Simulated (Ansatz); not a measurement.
Read the following structure.

```
Ti Al
1.0
     3.97973    0.00000    0.00000
     0.00000    3.97973    0.00000
     0.00000    0.00000    4.13892
Ti Al
1 3
Direct
  0.00000 0.00000 0.00000
  0.50000 0.50000 0.00000
  0.50000 0.00000 0.50000
  0.00000 0.50000 0.50000
```

Q: Describe what this structure looks like.

A: Its composition is TiAl$_{3}$. It is primitive tetragonal, space group P4/mmm (No. 123). Atoms per cell: 4 (1 Ti, 3 Al). Ti is coordinated by twelve Al in a cuboctahedral arrangement at 2.81 to 2.87 Å. Around each Al lie eight Al and four Ti in a cuboctahedral arrangement (2.81 to 2.87 Å to Al, 2.81 to 2.87 Å to Ti). The bonds build a three-dimensional framework.

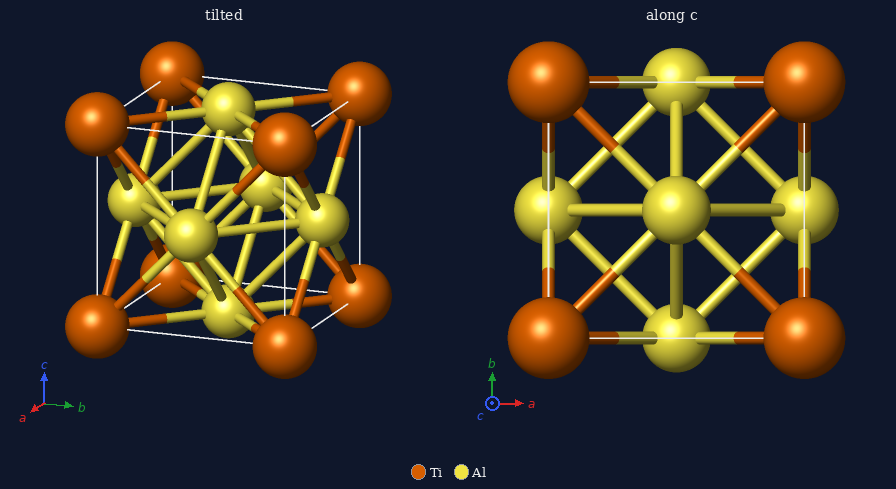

Crystal structure, ball-and-stick style, seen slightly off an axis and along the c axis. The lines enclose the conventional unit cell; boundary atoms appear with their images.

Provenance: a structure listed in the Materials Project. The cell was then strained or its atoms displaced on purpose. A calculation with Ansatz used it as input.
